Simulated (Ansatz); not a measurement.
Consider RuS₂.

Input file:

```
crystal:
  lattice:
    - [4.12478767, 0.0, 0.0]
    - [0.0, 4.12478767, 0.0]
    - [0.0, 0.0, 2.91666533]
  atoms:
    - { symbol: Ru, position: [0.0, 0.0, 0.0] }
    - { symbol: S, position: [0.5, 0.0, 0.5] }
    - { symbol: S, position: [0.0, 0.5, 0.5] }
basis:
  ecutwfc: 420
kpoints:
  mp_grid: { grid: [12, 12, 16] }
hamiltonian:
  xc: pbe
scf:
  occupations: { method: gaussian, width: 0.1 }
output:
  forces: true
  stress: true
  eigenvalues: true
  write_density: true
  write_potential: true
  elf: true
  volumetric_format: npy
relax:
  adjacent_minimum: "off"
  f_tol: 0.01
  max_steps: 80
  cell: { stress_tol: 0.05 }
```

Command:

```sh
ansatz run input.yaml --threads 1 --pin off --max-ram 2048MiB --backend cpu --events-out ev --progress --plain --runs-dir out
```

Below, planes, directions and counts refer to the conventional cell (a = 4.06 Å, b = 4.06 Å, c = 2.98 Å, α = 90.00°, β = 90.00°, γ = 90.00°).

The fields are those of the relaxed geometry.

Space group P4/mmm; a structure generated by program, which may or may not match a known phase; computed without spin polarisation.

Level of theory: DFT PBE, scalar-relativistic, plane waves, PAW in Ansatz 0.2.0.

Q: Predict the valence pseudo-density and electron localisation function between the atoms.

A: Ru–S (2.52 Å): ρ at the midpoint is about 0.45 e/Å³; the ELF peaks at about 0.85 in the valence shell of S, 0.8 Å from its nucleus, and is about 0.35 at the midpoint.

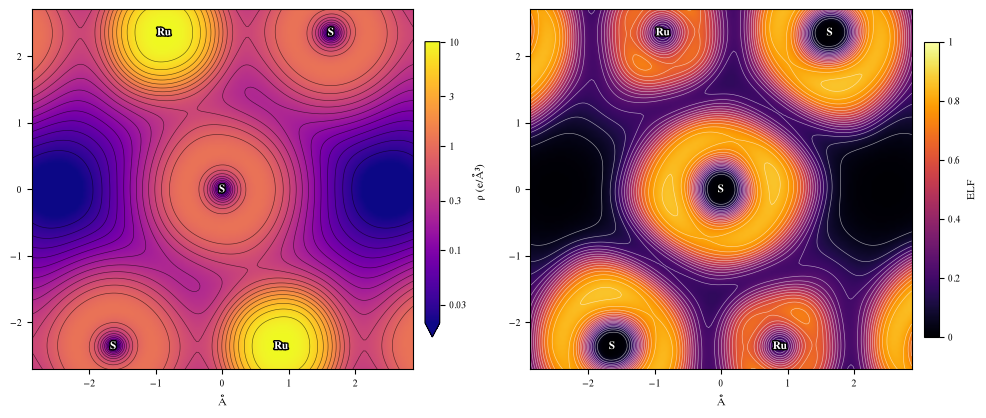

Computed valence pseudo-density and electron localisation function on the (111) plane of the conventional cell, in this order. 

The density is the valence pseudo-density of a PAW calculation; it isn't the true density close to the nuclei.
